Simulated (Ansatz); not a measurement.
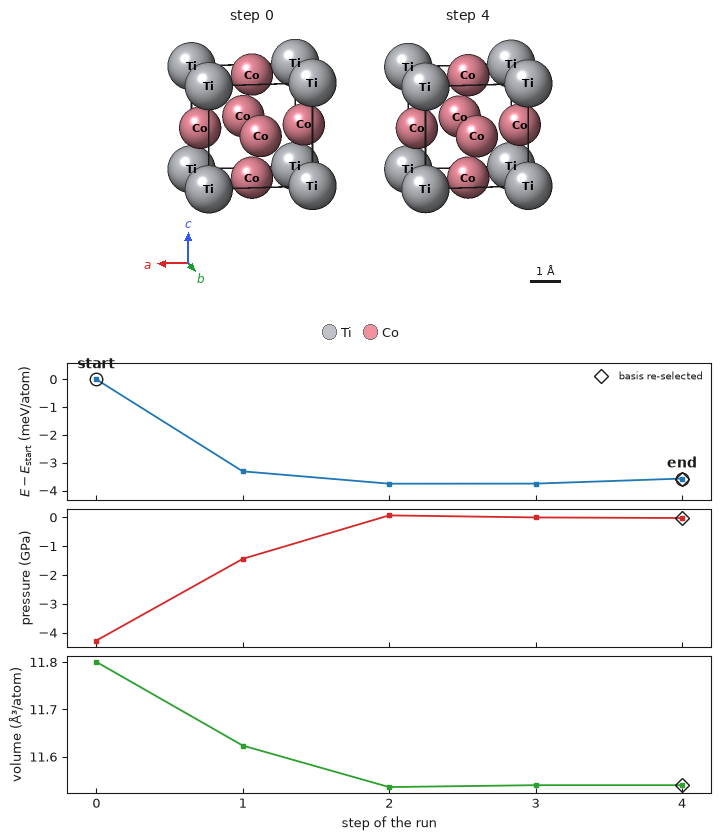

First and last geometry of a relaxation of a crystal of TiCo$_{3}$ (set up in Pm-3m), with the history of the run. The picture is a spheres-only view of the cell of the calculation, seen from a free direction.

Method: DFT r2SCAN, scalar-relativistic, plane waves, PAW (Ansatz).

Input file:
```yaml
crystal:
  lattice:
    - [3.614, 0.0, 0.0]
    - [0.0, 3.614, 0.0]
    - [0.0, 0.0, 3.614]
  atoms:
    - { symbol: Ti, position: [0.0, 0.0, 0.0], spin: -0.76 }
    - { symbol: Co, position: [0.0, 0.5, 0.5], spin: 1.46 }
    - { symbol: Co, position: [0.5, 0.0, 0.5], spin: 1.46 }
    - { symbol: Co, position: [0.5, 0.5, 0.0], spin: 1.46 }
basis:
  ecutwfc: 500
kpoints:
  mp_grid: { grid: [12, 12, 12] }
hamiltonian:
  xc: r2scan
scf:
  occupations: { method: gaussian, width: 0.1 }
output:
  forces: true
  stress: true
  eigenvalues: true
  populations: true
  write_density: true
  write_potential: true
  elf: true
  volumetric_format: npy
magnetization:
  spin_polarized: true
relax:
  adjacent_minimum: "off"
  f_tol: 0.005
  max_steps: 80
  cell: { stress_tol: 0.05 }
```

Launched with:
```bash
ansatz run input.yaml --threads 2 --pin off --max-ram 5120MiB --backend cpu --events-out ev --progress --plain --runs-dir out
```

Question: Did the run converge, and what did it change?

Answer: It converged. The atoms keep their places relative to the cell (all moves are under 0.005 Å). The drawn cell changes as follows: a = b = c 3.614 → 3.587 Å (−0.7 %); the volume changes by −2.2 %. Near-neighbour distances that change, for instance: Ti1–Co2 2.555 → 2.537 Å, Co2–Co3 2.555 → 2.537 Å. The space group stays Pm-3m (No. 221). The energy falls by 3.6 meV per atom in 3 accepted moves (4 points after the start). All forces vanish by symmetry, so only the cell relaxes. The pressure goes from −4.27 to −0.02 GPa. The SCF was repeated once at an unchanged geometry on a basis and grid sized afresh for the cell, which shifted the energy by 0.2 meV per atom at most. Cost: 2.6 min on 2 threads of Oxide Virtual Turin-like Processor (Zen 5), with other jobs on the host, peak memory 0.73 GiB.
